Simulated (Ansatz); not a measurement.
**Run report: Ta, nudged elastic band (part 2 of 3)**

Ta (defect cell, 17 atoms in the cell); DFT PBE, scalar-relativistic, plane waves, PAW, no spin polarisation (Ansatz 0.2.0); cutoff 420 eV, 4×4×4 k-mesh, Gaussian smearing of 0.1 eV. The structure derives from a Materials Project entry. It belongs to a series of runs on one base structure; here: climbing-image band for the jump of Ta by 1.29 A.

Geometry of the input (Å; fractional positions):
```
6.6381  0.0000  0.0000
0.0000  6.6381  0.0000
0.0000  0.0000  6.6381
Ta 0.0019  0.0000  0.0005
Ta 0.5990  -0.0862  -0.1005
Ta 0.0105  0.4963  0.0052
Ta -0.0128  -0.0099  0.5125
Ta 0.1880  0.2801  0.3134
Ta 0.5006  0.5077  -0.0005
Ta 0.4996  0.0001  0.4975
Ta 0.7588  0.2477  0.2499
Ta -0.0001  0.5111  0.4994
Ta 0.2501  0.7517  0.2501
Ta 0.2504  0.2477  0.7408
Ta 0.4960  0.4976  0.4904
Ta 0.7484  0.7501  0.2519
Ta 0.7479  0.2616  0.7521
Ta 0.2472  0.7500  0.7518
Ta 0.7874  0.6912  0.7152
Ta 0.4022  0.1187  0.0972
```

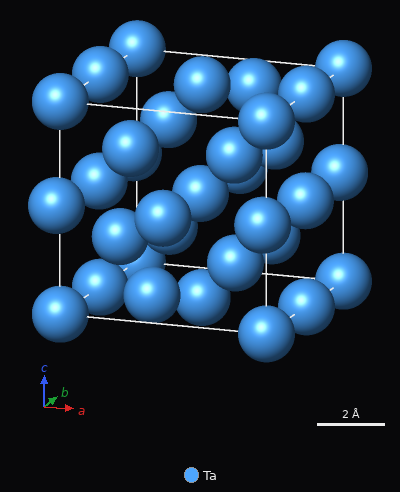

Figure 1. The input geometry (spheres-only view of the cell of the calculation, seen slightly off an axis). An atom can appear more than once, as a periodic image.

### Output, continued
```
NEB image 3
SCF 45 converged in 6 iterations: F = -168840.238817 eV  dr2 = 2.08e-8
NEB image 4
SCF 46 converged in 6 iterations: F = -168840.431684 eV  dr2 = 2.02e-8
NEB image 5
SCF 47 converged in 6 iterations: F = -168840.705646 eV  dr2 = 3.53e-8
NEB iter   9: max|band force component| = 2.472e-1 eV/Å  barrier→ = 0.5252 eV  barrier← = 0.5252 eV  CI = image 3  Δτ_max = 0.0167 Å  (30 SCF iters)
NEB image 1
SCF 48 converged in 6 iterations: F = -168840.711153 eV  dr2 = 2.25e-8
NEB image 2
SCF 49 converged in 6 iterations: F = -168840.437746 eV  dr2 = 1.34e-8
NEB image 3
SCF 50 converged in 6 iterations: F = -168840.241880 eV  dr2 = 1.79e-8
NEB image 4
SCF 51 converged in 6 iterations: F = -168840.437746 eV  dr2 = 1.33e-8
NEB image 5
SCF 52 converged in 6 iterations: F = -168840.711153 eV  dr2 = 2.28e-8
NEB iter  10: max|band force component| = 2.407e-1 eV/Å  barrier→ = 0.5221 eV  barrier← = 0.5221 eV  CI = image 3  Δτ_max = 0.0084 Å  (30 SCF iters)
NEB image 1
SCF 53 converged in 6 iterations: F = -168840.716378 eV  dr2 = 8.04e-9
NEB image 2
SCF 54 converged in 6 iterations: F = -168840.440826 eV  dr2 = 4.23e-9
NEB image 3
SCF 55 converged in 6 iterations: F = -168840.243156 eV  dr2 = 5.43e-9
NEB image 4
SCF 56 converged in 6 iterations: F = -168840.440825 eV  dr2 = 4.21e-9
NEB image 5
SCF 57 converged in 6 iterations: F = -168840.716378 eV  dr2 = 7.93e-9
NEB iter  11: max|band force component| = 1.350e-1 eV/Å  barrier→ = 0.5208 eV  barrier← = 0.5208 eV  CI = image 3  Δτ_max = 0.0167 Å  (30 SCF iters)
NEB image 1
SCF 58 converged in 6 iterations: F = -168840.721523 eV  dr2 = 1.54e-8
NEB image 2
SCF 59 converged in 5 iterations: F = -168840.447466 eV  dr2 = 7.14e-8
NEB image 3
SCF 60 converged in 5 iterations: F = -168840.243719 eV  dr2 = 8.55e-8
NEB image 4
SCF 61 converged in 5 iterations: F = -168840.447466 eV  dr2 = 7.15e-8
NEB image 5
SCF 62 converged in 6 iterations: F = -168840.721523 eV  dr2 = 1.55e-8
NEB iter  12: max|band force component| = 6.008e-2 eV/Å  barrier→ = 0.5203 eV  barrier← = 0.5203 eV  CI = image 3  Δτ_max = 0.0335 Å  (27 SCF iters)
NEB image 1
SCF 63 converged in 6 iterations: F = -168840.728809 eV  dr2 = 5.02e-8
NEB image 2
SCF 64 converged in 6 iterations: F = -168840.465743 eV  dr2 = 9.16e-9
NEB image 3
SCF 65 converged in 4 iterations: F = -168840.243901 eV  dr2 = 8.49e-8
NEB image 4
SCF 66 converged in 6 iterations: F = -168840.465742 eV  dr2 = 9.20e-9
NEB image 5
SCF 67 converged in 6 iterations: F = -168840.728809 eV  dr2 = 5.01e-8
NEB iter  13: max|band force component| = 6.029e-2 eV/Å  barrier→ = 0.5201 eV  barrier← = 0.5201 eV  CI = image 3  Δτ_max = 0.0055 Å  (28 SCF iters)
NEB image 1
preconditioner: auto → Kerker (q_TF=auto, 2.604 Å⁻¹)  [metal: Δε(μ)=0.007 eV  Ē_g=4.352 eV  σ=0.100 eV  W_gap=0.04  n_scr=80 (ndim 8)  ℏωp=20.0 eV  f_vac=0.000  D(μ)=14.11/eV (n_scr^D=122)]
SCF 68 converged in 6 iterations: F = -168840.730173 eV  dr2 = 1.09e-8
NEB image 2
preconditioner: auto → Kerker (q_TF=auto, 2.604 Å⁻¹)  [metal: Δε(μ)=0.013 eV  Ē_g=4.348 eV  σ=0.100 eV  W_gap=0.07  n_scr=80 (ndim 8)  ℏωp=20.0 eV  f_vac=0.000  D(μ)=15.35/eV (n_scr^D=146)]
SCF 69 converged in 5 iterations: F = -168840.467428 eV  dr2 = 4.78e-8
NEB image 3
preconditioner: auto → Kerker (q_TF=auto, 2.604 Å⁻¹)  [metal: Δε(μ)=0.021 eV  Ē_g=4.334 eV  σ=0.100 eV  W_gap=0.12  n_scr=80 (ndim 8)  ℏωp=20.0 eV  f_vac=0.000  D(μ)=15.05/eV (n_scr^D=146)]
SCF 70 converged in 5 iterations: F = -168840.244043 eV  dr2 = 4.39e-8
NEB image 4
SCF 71 converged in 5 iterations: F = -168840.467428 eV  dr2 = 4.78e-8
NEB image 5
iter 1 solved again at ethr=1.09e-6 eV; its pass at ethr=3.10e-3 eV (dr2=2.42e-3 eV) is discarded
SCF iter   1: F=—  HF=-168840.730660 eV  |F-HF|=—  |Δ(HF+E_count)|=         —  Δρ=5.04e-4  dr2=2.37e-3  ethr=1.09e-6  ⟨swp⟩=2.0  Hψ=15112  notcnv=0
SCF iter   2: F=—  HF=-168840.730412 eV  |F-HF|=—  |Δ(HF+E_count)|=   2.48e-4  Δρ=2.65e-4  dr2=4.51e-4  ethr=1.07e-6  ⟨swp⟩=1.0  Hψ=4256  notcnv=0
SCF iter   3: F=—  HF=-168840.730337 eV  |F-HF|=—  |Δ(HF+E_count)|=   7.51e-5  Δρ=7.65e-5  dr2=4.63e-5  ethr=2.04e-7  ⟨swp⟩=2.0  Hψ=5090  notcnv=0
SCF iter   4: F=—  HF=-168840.730173 eV  |F-HF|=—  |Δ(HF+E_count)|=   1.63e-4  Δρ=1.65e-5  dr2=1.20e-6  ethr=2.10e-8  ⟨swp⟩=2.0  Hψ=5579  notcnv=0
SCF iter   5: F=—  HF=-168840.730173 eV  |F-HF|=—  |Δ(HF+E_count)|=   1.45e-7  Δρ=6.19e-6  dr2=1.45e-7  ethr=4.52e-11  ⟨swp⟩=5.0  Hψ=14791  notcnv=0
SCF iter   6: F=-168840.730173 eV  HF=-168840.730173 eV  |F-HF|=9.17e-9  |Δ(HF+E_count)|=   2.48e-8  Δρ=1.29e-6  dr2=1.12e-8  ethr=4.52e-11  ⟨swp⟩=4.0  Hψ=12859  notcnv=0
SCF 72 converged in 6 iterations: F = -168840.730173 eV  dr2 = 1.12e-8
NEB image 1
NSCF: frozen V_eff on 32 k-points
NEB image 2
NSCF: frozen V_eff on 32 k-points
NEB image 4
NSCF: frozen V_eff on 32 k-points
NEB image 5
NSCF: frozen V_eff on 32 k-points
NEB image 3
NSCF: frozen V_eff on 32 k-points
the band table was solved once a step of the walk had ended and its energy, with any forces and stress, was formed, with the checks that follow a solve (16193 applications of the Hamiltonian). They found nothing against the state; the energy, forces and stress were not computed again (output.eigenvalues in the input reference)
NEB iter  14: max|band force component| = 3.199e-2 eV/Å  barrier→ = 0.5199 eV  barrier← = 0.5199 eV  CI = image 3  Δτ_max = 0.0000 Å  (27 SCF iters)
```

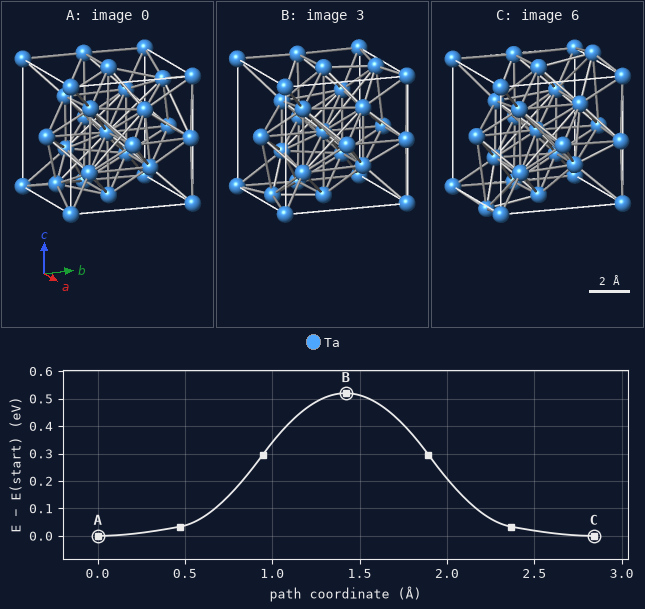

Figure 2. Images of the last band (counted from 0; ball-and-stick, simulation cell, seen slightly off an axis) above the energy along the path; the line is a cubic interpolation that uses the forces. The highest image is number 3, 0.520 eV above the start and 0.520 eV above the end (the climbing image); start and end have the same energy. The path is 2.84 Å long, and Ta2 moves most (1.33 Å). The band converged in 14 iterations.

```
SCF converged after 5 iterations
Free energy (F): -168840.244043 eV
Harris-Foulkes:  -168840.244044 eV  (|F-HF|=3.80e-8)
Internal energy: -168840.168844 eV  (E = F + TS)
E sigma→0 (E₀):  -168840.206444 eV
Entropy (-TS):   -0.075200 eV (-4.424 meV/atom)
Fermi energy:    19.820410 eV
--- Per-component energies (eV) ---
  E_band       = -1547.577943
  E_kinetic    = 6274.204483
  E_local      = -9258.157567  (includes V_loc(G=0)·N_el)
  E_nonlocal   = 275.185880
  E_hartree    = 3292.787595
  E_xc         = -3729.511111
  E_vxc        = -3489.881289  (∫ρ·V_xc dr)
  E_paw        = -142754.436484  (= ΣΔE_a)
  E_vpaw       = -1934.505523  (= ΣTr[D̂ρ^β])
  E_aug_tail   = 0.002456  (compensation charges beyond the density's cutoff)
  E_ewald      = -22940.244095
  E_smearing   = -0.075200  (= −TS)
  E_closure    = 0.000000  (closes the sum)
  Σ components = -168840.244043   (vs F -168840.244043, Δ=0.00e0)
--- Forces (eV/Å), atoms counted from 1 ---
  atom   1  Ta     0.00174046    -0.00778135    -0.00000162
  atom   2  Ta     0.02971430    -0.00872560    -0.00000168
  atom   3  Ta     0.00361067     0.00295096    -0.00000202
  atom   4  Ta     0.00072295     0.00114079     0.00000215
  atom   5  Ta    -0.00362471     0.00886892     0.00921049
  atom   6  Ta    -0.00963079     0.00255202    -0.00000094
  atom   7  Ta    -0.01098168    -0.00523612     0.00000029
  atom   8  Ta     0.00032662    -0.00101702     0.00144066
  atom   9  Ta     0.00220119     0.00831087     0.00000206
  atom  10  Ta    -0.00038535     0.00044424    -0.00131003
  atom  11  Ta    -0.00362502     0.00886912    -0.00920905
  atom  12  Ta    -0.00061771    -0.00165804     0.00000145
  atom  13  Ta     0.00263788    -0.00182193     0.00006093
  atom  14  Ta     0.00032719    -0.00101761    -0.00144113
  atom  15  Ta    -0.00038616     0.00044443     0.00130961
  atom  16  Ta     0.00263807    -0.00182220    -0.00005954
  atom  17  Ta    -0.01465526    -0.00451594    -0.00000137
  max |Σ_I F_I| component: 1.44e-5 eV/Å
--- Band table (eV; the first three rows and the last of 32) ---
  k-point 0: bands = ["-47.4904", "-47.4564", "-47.4165", "-47.4135", "-47.4092", "-47.4026", "-47.3792", "-47.2767", "-47.2569", "-47.2160", "-47.2057", "-47.1772", "-47.1272", "-47.0767", "-47.0429", "-46.9077", "-46.8863", "-15.6712", "-15.2849", "-15.0517", "-14.7733", "-14.7143", "-14.5497", "-14.5127", "-14.4458", "-14.3850", "-14.3377", "-14.3142", "-14.2356", "-14.2251", "-14.1606", "-14.1283", "-14.1149", "-14.0966", "-14.0359", "-13.9993", "-13.9874", "-13.9614", "-13.9573", "-13.9381", "-13.8996", "-13.8833", "-13.8671", "-13.7953", "-13.7703", "-13.7494", "-13.7400", "-13.7276", "-13.6699", "-13.6473", "-13.6384", "-13.6289", "-13.5858", "-13.5644", "-13.5422", "-13.5034", "-13.4655", "-13.4224", "-13.4062", "-13.3344", "-13.3152", "-13.2871", "-13.2374", "-13.2098", "-13.1664", "-12.8164", "-12.6605", "-12.4726", "11.8916", "14.8078", "14.9456", "15.1139", "15.1255", "15.1686", "15.2078", "15.2864", "15.4898", "15.6046", "15.8813", "15.9634", "16.1341", "16.4084", "16.4491", "16.8776", "16.9995", "17.2296", "17.2358", "17.3398", "17.6201", "17.6721", "17.9441", "18.0371", "18.1297", "18.2426", "18.2922", "18.3513", "18.4081", "18.5343", "18.6212", "18.6909", "18.8983", "19.0734", "19.1481", "19.5062", "19.5299", "19.6093", "19.8520", "19.9255", "20.0301", "20.1842", "20.3359", "20.3402", "20.4148", "20.4621", "20.6882", "20.7946", "20.8806", "20.9184", "21.2305", "21.2857", "21.5076", "21.5236", "21.7758", "21.8078", "21.9334", "22.2025", "22.5772", "22.6375", "23.0318", "23.1136", "23.1980", "23.2776", "23.3773"]
  k-point 1: bands = ["-47.4835", "-47.4565", "-47.4238", "-47.4144", "-47.4105", "-47.3953", "-47.3690", "-47.2750", "-47.2552", "-47.2286", "-47.2121", "-47.1721", "-47.1558", "-47.0841", "-47.0127", "-46.9092", "-46.8831", "-15.6279", "-15.4848", "-14.9631", "-14.7384", "-14.5780", "-14.4980", "-14.4563", "-14.4187", "-14.3770", "-14.3672", "-14.3389", "-14.2902", "-14.2320", "-14.2146", "-14.1804", "-14.1697", "-14.1215", "-14.0807", "-14.0367", "-14.0318", "-13.9819", "-13.9606", "-13.9103", "-13.8906", "-13.8544", "-13.8355", "-13.7968", "-13.7553", "-13.7148", "-13.7049", "-13.6635", "-13.6472", "-13.6320", "-13.6239", "-13.6014", "-13.5861", "-13.5373", "-13.5028", "-13.4838", "-13.4656", "-13.4264", "-13.4137", "-13.3757", "-13.3597", "-13.2785", "-13.2719", "-13.2043", "-13.1771", "-12.9352", "-12.6012", "-12.4981", "12.5573", "13.7239", "14.9706", "15.1590", "15.2025", "15.2445", "15.3842", "15.5550", "15.8667", "15.9811", "16.0075", "16.1277", "16.3304", "16.3662", "16.4314", "16.8062", "16.9562", "17.0980", "17.2077", "17.3974", "17.6957", "17.7006", "17.8486", "17.9292", "17.9692", "18.1812", "18.2638", "18.3421", "18.4001", "18.5374", "18.7586", "18.8060", "18.8980", "18.9282", "19.0241", "19.0745", "19.3694", "19.4862", "19.6000", "19.7366", "19.7646", "19.8386", "20.0168", "20.0415", "20.1817", "20.3150", "20.5040", "20.6694", "20.7365", "20.8734", "21.1297", "21.2290", "21.5060", "21.6195", "21.7688", "21.9249", "22.0507", "22.2021", "22.4516", "22.5058", "22.5682", "22.8399", "23.1141", "23.2124", "23.3962"]
  k-point 2: bands = ["-47.4835", "-47.4565", "-47.4238", "-47.4144", "-47.4105", "-47.3953", "-47.3690", "-47.2750", "-47.2552", "-47.2286", "-47.2121", "-47.1721", "-47.1558", "-47.0841", "-47.0127", "-46.9092", "-46.8831", "-15.6279", "-15.4848", "-14.9631", "-14.7384", "-14.5780", "-14.4980", "-14.4563", "-14.4187", "-14.3770", "-14.3672", "-14.3389", "-14.2902", "-14.2320", "-14.2146", "-14.1804", "-14.1697", "-14.1215", "-14.0807", "-14.0367", "-14.0318", "-13.9819", "-13.9606", "-13.9103", "-13.8906", "-13.8544", "-13.8355", "-13.7968", "-13.7553", "-13.7148", "-13.7049", "-13.6635", "-13.6472", "-13.6320", "-13.6239", "-13.6014", "-13.5861", "-13.5373", "-13.5028", "-13.4838", "-13.4656", "-13.4264", "-13.4137", "-13.3757", "-13.3597", "-13.2785", "-13.2719", "-13.2043", "-13.1771", "-12.9352", "-12.6012", "-12.4981", "12.5573", "13.7239", "14.9706", "15.1590", "15.2025", "15.2445", "15.3842", "15.5550", "15.8667", "15.9811", "16.0075", "16.1277", "16.3304", "16.3662", "16.4314", "16.8062", "16.9562", "17.0980", "17.2077", "17.3974", "17.6957", "17.7006", "17.8486", "17.9292", "17.9692", "18.1812", "18.2638", "18.3421", "18.4001", "18.5374", "18.7586", "18.8060", "18.8980", "18.9282", "19.0241", "19.0745", "19.3694", "19.4862", "19.6000", "19.7366", "19.7646", "19.8386", "20.0168", "20.0415", "20.1817", "20.3150", "20.5040", "20.6694", "20.7365", "20.8734", "21.1297", "21.2290", "21.5060", "21.6195", "21.7688", "21.9249", "22.0507", "22.2021", "22.4516", "22.5058", "22.5682", "22.8399", "23.1141", "23.2124", "23.3962"]
```
